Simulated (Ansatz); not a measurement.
System: zincblende LiCl, space group F-43m (No. 216), 2 atoms in the primitive cell, relaxed with r2SCAN; unstrained, cubic a = 5.466 Å. The cell is strained along z with the other two lengths held; symmetry fixes the atoms. Points keep the names of the unstrained cell; those that the strain makes unlike carry their directions on the cubic axes x, y, z. Method: PBE, Ansatz PAW set, no spin polarisation, no spin-orbit coupling, 8×8×8 k mesh, 420 eV cutoff (Ansatz 0.2.0).

At 0 % the lowest conduction levels at the points plotted lie 6.05 eV (Γ), 6.63 eV (X [001]) and 6.63 eV (X [100]/[010]) above the valence top at Γ.

How does each level move from −4.56 % to +5.11 %?

Γ falls by 0.32 eV, X [001] rises by 0.19 eV and X [100]/[010] stays within 0.05 eV. Unstrained, the X points are equivalent. At +5.11 % the lowest conduction level is 6.60 eV at X [100]/[010] and 6.68 eV at X [001] above the valence top, a splitting of 0.08 eV, or 16 meV for each 1 % of strain on average. The lowest is the one at Γ, over the whole range, so among these points the gap stays direct.

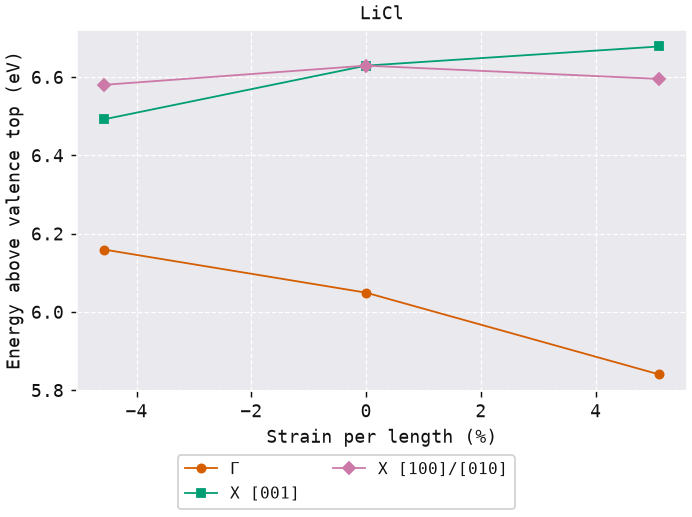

Lowest conduction level at each named k point, counted from the valence-band top at Γ.

| strain | Γ (eV) | X [001] (eV) | X [100]/[010] (eV) |
| --- | --- | --- | --- |
| −4.56 % | 6.16 | 6.49 | 6.58 |
| 0 % | 6.05 | 6.63 | 6.63 |
| +5.11 % | 5.84 | 6.68 | 6.60 |

The strain splits the threefold valence top at Γ, and levels count from its highest part. LDA, GGA and most meta-GGA functionals understate gaps. The usual form of LiCl is rocksalt.
